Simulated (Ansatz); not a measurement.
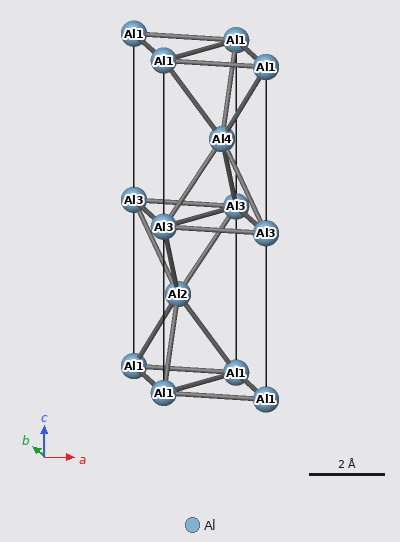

Fig. 1: The input geometry (ball-and-stick view of the cell of the calculation, set on other vectors, seen slightly off an axis; atoms are numbered from 1 in the order of the input). An atom can appear more than once, as a periodic image.

## Run report: Al, single-point calculation

The run: single-point calculation of Al (4 atoms in the cell). Method and program: DFT, r2SCAN, plane waves, PAW, no spin polarisation (Ansatz 0.2.0).

The structure derives from a Materials Project entry. Some settings of this run were made unusual or wrong on purpose. Figures and captions count atoms from 1; the log counts them from 0 in places.

**The input**
```yaml
crystal:
  lattice:
    - [2.8221979688, 0.0, 0.0]
    - [0.0, 9.2620593451, 0.0]
    - [1.4110989844, 0.0, 2.4440951355]
  atoms:
    - { symbol: Al, position: [0.0, 0.0, 0.0] }
    - { symbol: Al, position: [0.3333333333, 0.75, 0.3333333333] }
    - { symbol: Al, position: [0.0, 0.5, 0.0] }
    - { symbol: Al, position: [0.6666666667, 0.25, 0.6666666667] }
basis:
  ecutwfc: 500
kpoints:
  mp_grid: { grid: [12, 4, 14] }
hamiltonian:
  xc: r2scan
scf:
  occupations: { method: gaussian, width: 0.1 }
  mixing: { algorithm: broyden, beta: 0.95, ndim: 1, preconditioner: none }
  max_iter: 50
output:
  forces: true
  eigenvalues: true
  stress: true
```

Machine: 2 threads of Intel Xeon (Granite Rapids), 32 GiB of memory available, shared host.

Run as:
```bash
ansatz run input.yaml --threads 2 --pin off --max-ram 5120MiB --backend cpu --events-out ev --progress --plain --runs-dir out
```

**Log**
```
Warning: crystal.symmetry: narrowed to the stabiliser of the k-point mesh — unitary ops 24 → 4; excluded 20 operations that carry a point of the 12×4×14 mesh (shift [0, 0, 0]) off the mesh (the run samples exactly the mesh kpoints.mp_grid names, as under crystal.symmetry.detect: false, and its converged state has the mesh's symmetry, not the crystal's; ε∞, the Born charges and the force constants of a linear response (`dielectric:` by the response, `phonons.method: dfpt`) are averaged over those of the crystal's operations that the state keeps within a tolerance, where `mesh_tensors`, `unaveraged_element` or `gamma_mean_max_change_ev_ang2` stands beside them; a row that `dielectric.field_direction` solves alone is averaged likewise, with nothing beside; a Γ-centred mesh of equal divisions is mapped onto itself by every operation and keeps the whole group, as does a half-shifted one under kpoints.further_shifts: images)
Engine: ansatz 0.2.0, x86_64-unknown-linux-gnu
Pseudopotentials: kind: paw
Pseudopotential: Al, paw, valence charge 3, recommended cutoff 500 eV (meta_gga), Al.paw.azcp
Functional definition: r2SCAN
  parameter k0 = 0.174
  parameter k1 = 0.065
  parameter a1 = 4.9479
  exchange = r2scan_x(k0 = k0, k1 = k1, a1 = a1)
  correlation = r2scan_c
Crystal: 4 atoms, lattice volume = 63.887 Å³
Basis set: ecut = 500 eV, 1605 PW (Γ), exchange–correlation on 96×288×96 points (64 copies of the dense FFT grid, shifted against one another)
Bands: 10, of which v1, the nominal top of the filled ones, is band 6 counted from 1 (5 counted from 0)
Symmetry: 4 space group operations
k-points: 258 of 672
Non-local potential: Al, projectors of the file, l = 0: 2, l = 1: 2, l = 2: 1
PAW form: soft (Blöchl's): semilocal exchange-correlation on the pseudo side does not see the compensation charge
PAW frozen core: Al, regenerated for the run's functional (the file was generated under x = pbe(κ = 0.804, μ = 0.2195149727645171), c = pbe(β = 0.06672455060314922))
PAW one-centre angular grid: Al, 302 points (default); XC on 160 Gauss nodes
Initial density: superposition of atomic densities (neutral atoms: chi_scale 0, normalization atom), corrected by the library's trained network
Initial wavefunctions: pseudopotential atomic-orbital guess
Functional: x = r2scan, c = r2scan; τ floored in thin density (d = 2e-4 eV/Å³)
SCF iter   1: F=—  HF=-2161.559024 eV  |F-HF|=—  |Δ(HF+E_count)|=         —  Δρ=3.43e-3  dr2=8.06e-3  dr2_τ=1.92e-2  ethr=1.77e-3  ⟨swp⟩=6.8  Hψ=21678  notcnv=0
SCF iter   2: F=—  HF=-2161.585708 eV  |F-HF|=—  |Δ(HF+E_count)|=   2.67e-2  Δρ=9.45e-4  dr2=1.03e-3  dr2_τ=1.97e-6  ethr=6.72e-5  ⟨swp⟩=2.0  Hψ=7141  notcnv=0  defer=90  κ⁻¹=1.0e0(r=1)
SCF iter   3: F=—  HF=-2161.586036 eV  |F-HF|=—  |Δ(HF+E_count)|=   3.27e-4  Δρ=7.42e-4  dr2=1.65e-3  dr2_τ=3.31e-6  ethr=8.55e-6  ⟨swp⟩=2.0  Hψ=3758  notcnv=0  defer=90  κ⁻¹=1.0e0(r=1)
SCF iter   4: F=—  HF=-2161.585567 eV  |F-HF|=—  |Δ(HF+E_count)|=   4.69e-4  Δρ=1.31e-4  dr2=4.99e-5  dr2_τ=1.02e-7  ethr=8.55e-6  ⟨swp⟩=2.0  Hψ=3709  notcnv=0  defer=90  κ⁻¹=1.0e0(r=1)
SCF iter   5: F=—  HF=-2161.585553 eV  |F-HF|=—  |Δ(HF+E_count)|=   1.40e-5  Δρ=2.16e-6  dr2=2.47e-9  dr2_τ=2.08e-11  ethr=8.33e-10  ⟨swp⟩=5.5  Hψ=16414  notcnv=0  κ⁻¹=1.0e0(r=1)
SCF iter   6: F=-2161.585553 eV  HF=-2161.585553 eV  |F-HF|=0.00e0  |Δ(HF+E_count)|=   1.67e-9  Δρ=2.28e-7  dr2=4.05e-11  dr2_τ=2.21e-13  ethr=2.06e-11  ⟨swp⟩=1.0  Hψ=7666  notcnv=0
SCF 1 converged in 6 iterations: F = -2161.585553 eV  dr2 = 4.05e-11
  greatest PAW one-centre occupation: 0.441 electrons in one spin orbital (limit 2), on the Al atom at site 2 (counted from 0), in its partial waves of l = 0
SCF converged after 6 iterations
Stability not checked: this state was not tested for a lower state beside it, because the mixer in use, unlike msr1, does not test its closes by its own steps (another_mixer; see scf.mixing.algorithm and scf.lower_state_search)
Free energy (F): -2161.585553 eV
Harris-Foulkes:  -2161.585553 eV  (|F-HF|=0.00e0)
Internal energy: -2161.578670 eV  (E = F + TS)
E sigma→0 (E₀):  -2161.582112 eV
Entropy (-TS):   -0.006883 eV (-1.721 meV/atom)
Fermi energy:    8.309759 eV
--- Per-component energies (eV) ---
  E_band       = 42.124098
  E_kinetic    = 93.841135
  E_local      = 43.055996  (includes V_loc(G=0)·N_el)
  E_nonlocal   = 38.551462
  E_hartree    = 0.482109
  E_xc         = -147.567999
  E_vxc        = -125.577591  (∫ρ·V_xc dr)
  E_paw        = -1892.440803  (= ΣΔE_a)
  E_vpaw       = -13.635860  (= ΣTr[D̂ρ^β])
  E_aug_tail   = -0.000003  (compensation charges beyond the density's cutoff)
  E_vtau       = 4.924745  (kinetic-family band-sum trace: ∫τ·v_τ [+ j·A + Jᵃ·Aᵃ] dr)
  E_ewald      = -297.260134
  E_core_change = -0.240432  (= ΣΔE_core)
  E_smearing   = -0.006883  (= −TS)
  E_closure    = -0.000000  (closes the sum)
  Σ components = -2161.585553   (vs F -2161.585553, Δ=0.00e0)
--- Forces (eV/Å), atoms counted from 1 ---
  atom   1  Al     0.00000000     0.00000000    -0.00000000
  atom   2  Al    -0.00288598     0.00000000     0.00026657
  atom   3  Al     0.00000000     0.00000000    -0.00000000
  atom   4  Al     0.00288598     0.00000000    -0.00026657
  max |Σ_I F_I| component: 0.00e0 eV/Å
--- Stress (GPa, compression-positive) ---
        0.347572       0.000000      -0.281551
        0.000000      -0.134688       0.000000
       -0.281551       0.000000      -0.172527
  P = ⅓ Tr σ = 0.0135 GPa (0.135 kbar)
--- Band table (eV; the first three rows and the last of 258) ---
  k-point 0: bands = ["-3.7588", "-1.9402", "-1.9371", "3.1452", "3.6746", "11.9505", "11.9519", "20.0610", "20.0617", "20.1482"]
  k-point 1: bands = ["-3.6247", "-1.8078", "-1.8047", "3.2704", "3.8035", "12.0544", "12.0610", "17.6501", "18.6319", "19.0514"]
  k-point 2: bands = ["-3.2231", "-1.4114", "-1.4081", "3.6459", "4.1871", "12.3189", "12.3682", "14.8527", "16.2490", "16.3795"]
  k-point 257: bands = ["3.0107", "3.0107", "3.1520", "3.1520", "6.3125", "6.3125", "7.0395", "7.0395", "13.2599", "13.2599"]
```

**Outcome**

```csv
quantity,value
outcome,converged
space group (tolerance 0.01 Å),P6₃/mmc (194)
electrons treated,12
free energy,−2161.5856 eV
Fermi energy,8.310 eV
gap on the k-point mesh,none (metallic)
pressure,0.01 GPa
largest force (length of the vector),0.003 eV/Å
wall time,6.2 s (CPU time 12 s)
peak memory,0.69 GiB
```

**Remarks**

The input was spoiled on purpose: mixing far too strong (`scf.mixing`). It did no harm here: the run converged to the energy of the sound run within 1 meV per atom. The program warns: the k-point mesh lowers the symmetry that the run can use.
